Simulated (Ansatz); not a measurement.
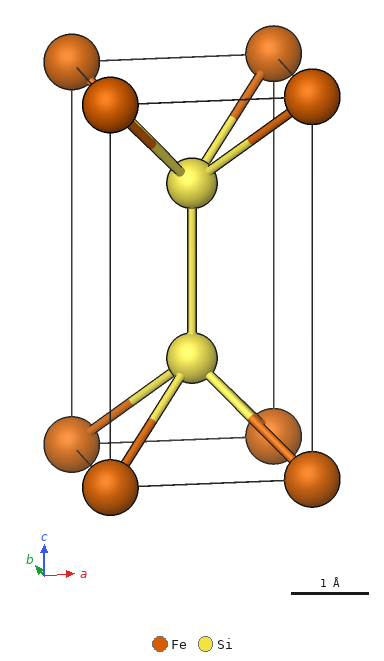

Phonons of crystalline FeSi₂, space group P4/mmm (No. 123), at the zone centre. The picture is a ball-and-stick view of the cell of the calculation, seen slightly off an axis.

Method: DFT PBEsol, scalar-relativistic, plane waves, PAW in Ansatz.

Input
```yaml
crystal:
  lattice:
    - [2.6793823688, 0.0, 0.0]
    - [0.0, 2.6793823688, 0.0]
    - [0.0, 0.0, 5.104768023]
  atoms:
    - { symbol: Fe, position: [0.0, 0.0, 0.0] }
    - { symbol: Si, position: [0.5, 0.5, 0.2716124498] }
    - { symbol: Si, position: [0.5, 0.5, 0.7283875502] }
basis:
  ecutwfc: 420
kpoints:
  mp_grid: { grid: [16, 16, 8] }
hamiltonian:
  xc: pbesol
scf:
  occupations: { method: fermi_dirac, width: 0.15 }
output:
  eigenvalues: true
phonons:
  method: dfpt
  eigenvectors: true
```

Launched with:
```bash
ansatz run input.yaml --threads 1 --pin off --max-ram 3072MiB --backend cpu --events-out ev --progress --plain --runs-dir out
```

The frequencies depend somewhat on the k-mesh and the smearing.

Which optical modes does it have, at what frequencies, and is it stable there?

Answer. The calculation's cell holds 3 atoms, so there are 6 optical modes, in 4 levels. The optical modes span E_g + E_u + A₂u + A₁g. No level is unstable.

```json
{"level": "1", "symmetry": "E_g", "frequency (cm⁻¹)": "229", "activity": "Raman-active"}
{"level": "2", "symmetry": "E_u", "frequency (cm⁻¹)": "292", "activity": "infrared-active"}
{"level": "3", "symmetry": "A₂u", "frequency (cm⁻¹)": "363", "activity": "infrared-active"}
{"level": "4", "symmetry": "A₁g", "frequency (cm⁻¹)": "553", "activity": "Raman-active"}
```

The crystal is a metal, so free carriers screen the infrared response.

The modes drawn as arrows (one member of each degenerate set):

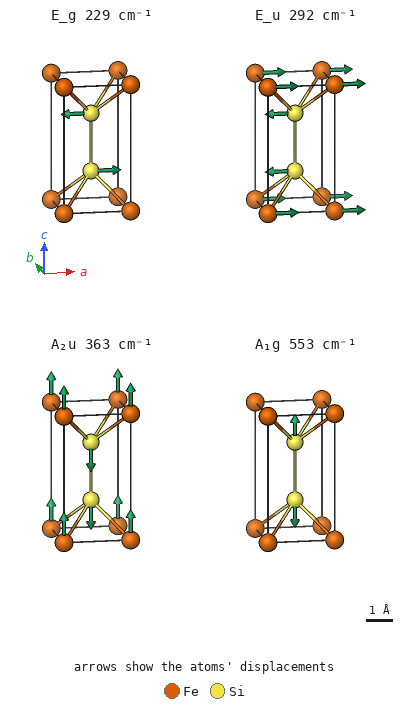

Limits of the set-up: an element that often carries a moment was run without spin polarisation.
